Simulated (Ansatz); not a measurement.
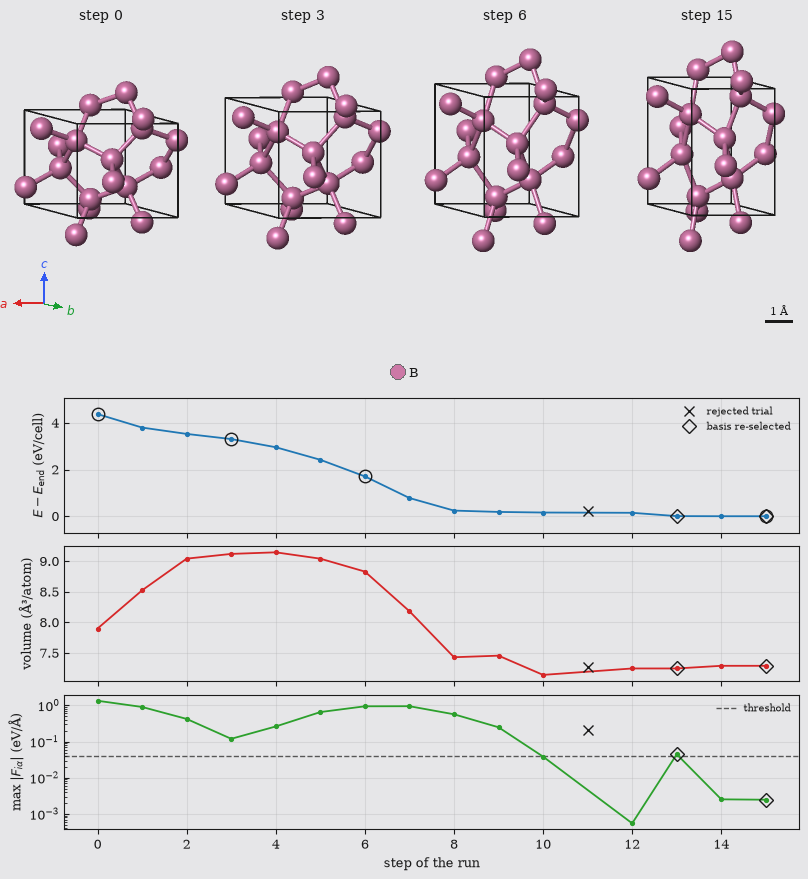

Frames of a relaxation of crystalline B (a generated structure, set up in P6_122) (coarse preliminary run), marked on the history of the run. Style: ball-and-stick. Shown: the cell of the calculation, from a free direction.

All numbers below come from DFT PBE, scalar-relativistic, plane waves, PAW (Ansatz). (plane-wave cutoff 420 eV; k-point mesh 6 × 6 × 6; occupations gaussian; smearing width 0.1 eV; no spin polarisation; cell and atoms relaxed; force threshold 0.04 eV/Å; at most 70 steps)

Question: What happens along the run?

Answer: The largest moves relative to the cell, 0.20 Å, are those of B atoms. The volume changes by −7.7 %, with a = b 3.867 → 3.203 Å (−17.2 %), c 3.661 → 4.923 Å (+34.5 %). Among the contacts that change: B–B 2.699 → 2.208 Å, B–B 1.678 → 1.753 Å, B–B 1.682 → 1.705 Å. Bond angles that change, for instance: B–B–B 107.1° → 144.6°, B–B–B 106.9° → 79.4°, B–B–B 105.3° → 116.8°. The space group stays P6_122 (No. 178). Over 12 accepted moves (15 points after the start) the energy falls by 4.375 eV per cell of the calculation. The largest force component goes from 1.3 to 0.0025 eV/Å. The pressure goes from 29.91 to 0.08 GPa. The line search rejected the trial step at point 11 of the run. The SCF was repeated twice at an unchanged geometry on a basis and grid sized afresh for the cell, which shifted the energy by 0.142 eV per cell of the calculation at most. From step 0 to 3: B atoms move most (0.04 Å), volume +15.4 %, energy −1.069 eV per cell of the calculation. From step 3 to 6: B atoms move most (0.05 Å), volume −3.2 %, energy −1.599 eV per cell of the calculation. From step 6 to 15: B atoms move most (0.18 Å), volume −17.4 %, energy −1.706 eV per cell of the calculation.

```tsv
step	E − E(0), meV/atom	largest force component, eV/Å	pressure, GPa	volume, Å³/atom	note
0	0.00	1.3456	29.91	7.900	
1	-96.23	0.9062	11.91	8.525	
2	-141.48	0.4234	0.71	9.042	
3	-178.23	0.1195	-1.35	9.119	
4	-236.53	0.2625	-3.66	9.145	
5	-326.19	0.6556	-5.86	9.041	
6	-444.78	0.9466	-8.55	8.831	
7	-599.11	0.9518	-6.61	8.183	
8	-688.78	0.5693	-0.69	7.430	
9	-698.35	0.2490	-2.20	7.456	
10	-702.60	0.0385	4.53	7.142	
11	-688.83	0.2161	-7.79	7.269	rejected
12	-704.56	0.0006	-0.03	7.247	
13	-728.19	0.0447	1.99	7.247	same geometry, new basis
14	-729.01	0.0025	0.06	7.290	
15	-729.11	0.0025	0.08	7.290	same geometry, new basis
```
